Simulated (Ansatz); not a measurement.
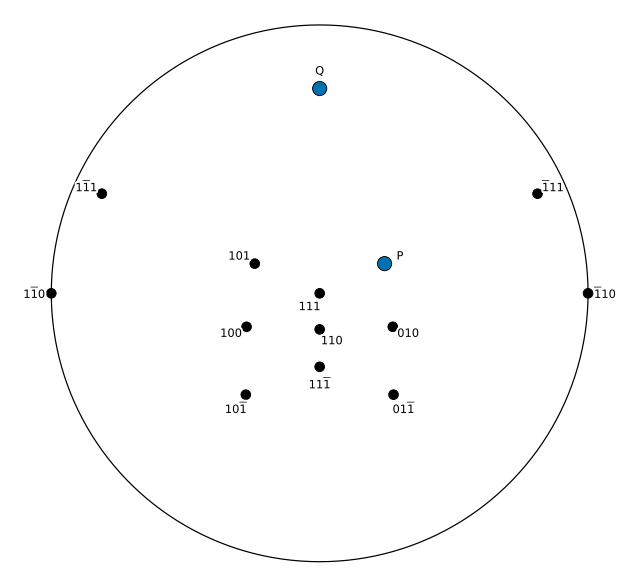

Crystal: Nb, the geometry relaxed with DFT, PBE, plane waves (420 eV) with PAW, scalar-relativistic (Ansatz); the starting structure was generated, so it need not be a known form of this composition. Stereographic projection of plane normals (upper hemisphere) centred on (1 1 1). Geometry calculated from the standardised cell; symmetry tolerance 0.002 Å.

a = 2.870 Å, b = 2.870 Å, c = 5.242 Å, α = 90.00°, β = 90.00°, γ = 120.00°.

> Index the poles marked P, Q.

P is (0 1 1), in four indices (0 1 −1 1), 29.8° from the centre; Q is (0 0 1), in four indices (0 0 0 1), 74.7° from the centre.

> What is the angle between the normals of (−1 1 1) and (1 1 0), and what are their d_hkl = 1/|g|?

90.0°; d = 2.246 Å and 1.435 Å.
